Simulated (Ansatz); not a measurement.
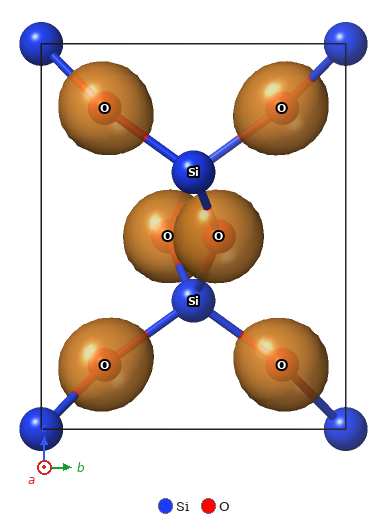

Figure. SiO$_{2}$. Isosurface of the valence charge density (pseudo) at 1.5 e/Å³ (orange), seen along the a axis. Sticks mark near contacts.

Space group P6₂22.

These are results of Ansatz 0.2.0, DFT, PAW plane waves, r2SCAN, not measurements.

In a PAW calculation such maps are meaningful between the atoms, not at the nuclei.

```xyz
9
Lattice="5.0585 0.0000 0.0000 -2.5292 4.3807 0.0000 0.0000 0.0000 5.5417" Properties=species:S:1:pos:R:3 pbc="T T T"
Si    2.5292    0.0000    0.0000
Si    1.2646    2.1904    1.8472
Si   -1.2646    2.1904    3.6945
O     1.5798    0.9121    0.9236
O     0.0000    1.8241    2.7708
O     3.4787    0.9121    4.6181
O     0.9495    3.4687    0.9236
O     2.5292    2.5566    2.7708
O    -0.9495    3.4687    4.6181
```

Which contacts does the surface bridge?

At this value the density breaks into separate islands; it holds about 50 % of the electrons treated as valence. It bridges none of the near contacts. It is pinched off along the shortest Si–O (1.61 Å) contacts. On the grid the lowest density along these lines, outside the cores, is 1.1 e/Å³ (Si–O, 1.61 Å).

Does the calculation make it a metal, or give it a gap?

It is gapped, with a Kohn–Sham gap of 6.3 eV on the k-point mesh (the band edges may lie off the mesh, which would make the gap smaller).
